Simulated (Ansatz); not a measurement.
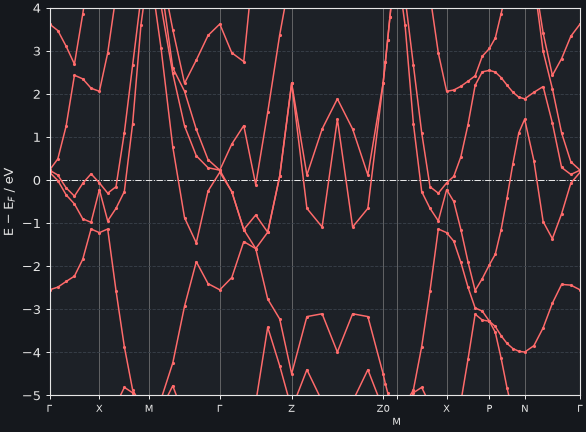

Band structure. Energies are counted from the Fermi level. The path runs straight from each named point to the next. The path has few k points, so lines between them are rough.

> Which Bravais lattice do the labels of the path belong to?

A body-centred tetragonal lattice: the path Γ–X–M–Γ–Z–Z0–M–X–P–N–Γ runs through the special points of its Brillouin zone.

The Ansatz input:

```
crystal:
  lattice:
    - [-1.703428, 1.703428, 1.405274]
    - [1.703428, -1.703428, 1.405274]
    - [1.703428, 1.703428, -1.405274]
  atoms:
    - { symbol: W, position: [0.0, 0.0, 0.0] }
  symmetry: { tolerance: 0.0003 }
kpoints:
  mp_grid: { grid: [15, 15, 15], shift: [0, 0, 0] }
  band_path:
    path:
      - [0.0, 0.0, 0.0]
      - [0.0, 0.0, 0.5]
      - [-0.5, 0.5, 0.5]
      - [0.0, 0.0, 0.0]
      - [0.42014315, 0.42014315, -0.42014315]
      - [-0.42014315, 0.57985685, 0.42014315]
      - [-0.5, 0.5, 0.5]
      - [0.0, 0.0, 0.5]
      - [0.25, 0.25, 0.25]
      - [0.0, 0.5, 0.0]
      - [0.0, 0.0, 0.0]
    npoints: 6
magnetization:
  spin_polarized: false
scf:
  occupations: { method: fermi_dirac, width: 0.0473 }
  lower_state_search: "off"
  max_iter: 200
hamiltonian:
  pseudopotentials: { kind: paw }
  xc: pbe
basis:
  ecutwfc: 420
  fft_grid_basis: typed
output:
  forces: true
  stress: true
  eigenvalues: true
  bader: true
  populations: true
  elf: true
  write_potential: true
  volumetric_format: npy
  dos:
    e_range: [-12, 8]
    de: 0.05
    projected: { site_lists: { W: [W] } }
checkpoint:
  read: saved_state
```

> Metal, semiconductor or insulator?

A metal: bands cross the Fermi level along this path.

> Which levels at Γ lie nearest to the Fermi level?

At Γ the nearest levels lie 2.55 eV below and 0.18 eV above the Fermi level.

The structure was built from a prototype or by substitution, so it need not be a known phase. Spin-orbit coupling is left out, which matters for W.
